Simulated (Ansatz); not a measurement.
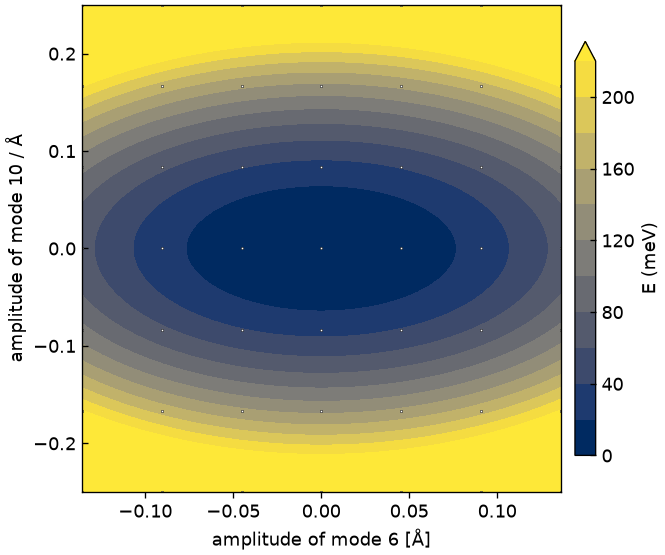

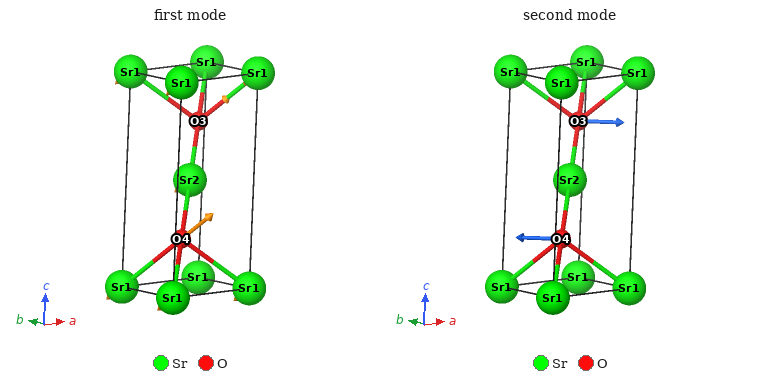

Energy landscape of SrO (Fm-3m, No. 225; 4 atoms in the cell). 
- The energy is mapped over two normal modes frozen in (zone-centre modes of the 4-atom cell of this scan, which folds in the wave vector (0, 0, 1/2) of the primitive cell).
- Coordinates scanned: (1) amplitude of mode 6 (216 cm⁻¹), largest displacement; (2) amplitude of mode 10 (286 cm⁻¹), largest displacement.
- Nothing is relaxed (the cell and all other modes fixed).
- Grid: 7 × 7 points; 16 points were computed and 33 follow by symmetry.
- Points are written as (first, second).
- Energies are in meV per cell, from the lowest grid point.
- Theory: Ansatz 0.2.0, DFT LDA, scalar-relativistic, plane waves, PAW. Settings: cutoff 520 eV, k-mesh 9×9×8 in the order of the run's cell vectors, gaussian smearing 0.05 eV, no spin polarisation.

In the figure: filled contours, dots at the grid points, one colour for all values above the top of the scale. Between grid points the surface is interpolated. The second picture is the structure at the lowest point

> Summarise what can be read from the map.

The lowest grid point is at (0.000 Å, 0.000 Å). No other kind of well shows on this grid. The highest grid point, (−0.136 Å, −0.250 Å), lies 419 meV above the lowest. The gap on the k-mesh is 3.2 eV at the lowest point and runs from 3.1 to 3.2 eV over the map.

The values on the grid:

```tsv
second ↓, first →	−0.136	−0.091	−0.045	0.000	0.045	0.091	0.136
0.250	419	356	320	309	320	356	419
0.167	221	172	144	135	144	172	221
0.083	106	64	41	34	41	64	106
0.000	67	28	7	0	7	28	67
−0.083	106	64	41	34	41	64	106
−0.167	221	172	144	135	144	172	221
−0.250	419	356	320	309	320	356	419
```

The input of one point:

```yaml
crystal:
  lattice:
    - [0.0, -2.532185003, -2.532185003]
    - [-2.532185003, 0.0, -2.532185003]
    - [2.532185003, 2.532185003, -5.0643700061]
  atoms:
    - { symbol: Sr, position: [0.0, 0.0, 0.0] }
    - { symbol: Sr, position: [0.5, 0.5, 0.5] }
    - { symbol: O, position: [0.75, 0.75, 0.75] }
    - { symbol: O, position: [0.25, 0.25, 0.25] }
basis:
  ecutwfc: 520.0
kpoints:
  mp_grid: { grid: [9, 9, 8] }
hamiltonian:
  xc: lda
  pseudopotentials: { kind: paw }
scf:
  occupations: { method: gaussian, width: 0.05 }
output:
  forces: true
  stress: true
  eigenvalues: true
```

Time for the 16 points that were run: 21 min on 1 thread of Arm Neoverse N1, with other jobs on the host.
